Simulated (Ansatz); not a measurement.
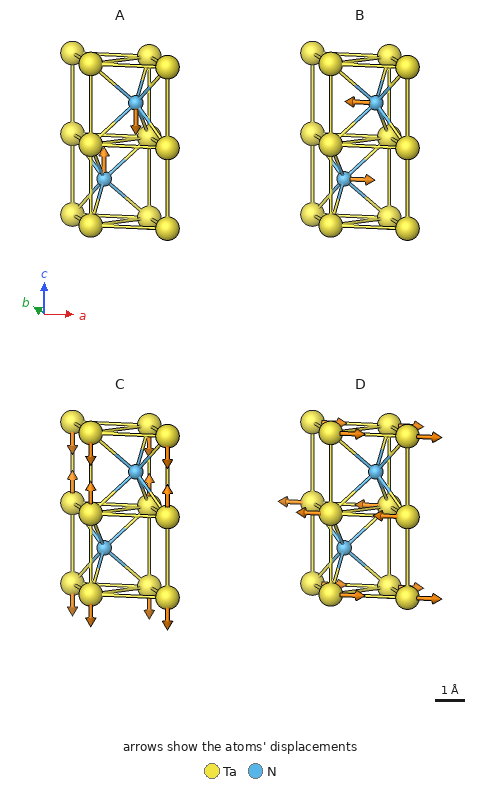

Four optical modes of crystalline TaN relaxed at 22 GPa at the zone centre, in no order (one member of each degenerate set). Displacements are drawn as orange arrows; their common scale and sign are arbitrary. A ball-and-stick model of the cell of the calculation, seen slightly off an axis.

Theory: Ansatz 0.2.0, DFT LDA, scalar-relativistic, plane waves, PAW. Settings: plane-wave cutoff 420 eV; k-point mesh 18 × 18 × 8; occupations fermi dirac; smearing width 0.15 eV; target pressure 22 GPa; no spin polarisation.

The frequencies depend somewhat on the k-mesh and the smearing.

Q: Order them from the lowest to the highest frequency (imaginary ones first).

A: D (165 cm⁻¹), C (287 cm⁻¹), B (564 cm⁻¹), A (654 cm⁻¹). D, E₂u: The N atoms stay at rest; all motion is along a; atoms of one kind move against one another, with no net shift of their sublattice. C, B₂u: The N atoms stay at rest; all motion is along c; atoms of one kind move against one another, with no net shift of their sublattice; of the bonds it mainly stretches Ta–Ta, some lengthening while others shorten. B, E₂g: The Ta atoms stay at rest; all motion is along a; atoms of one kind move against one another, with no net shift of their sublattice. A, B₁g: The Ta atoms stay at rest; all motion is along c; atoms of one kind move against one another, with no net shift of their sublattice. The crystal is metallic in this run.
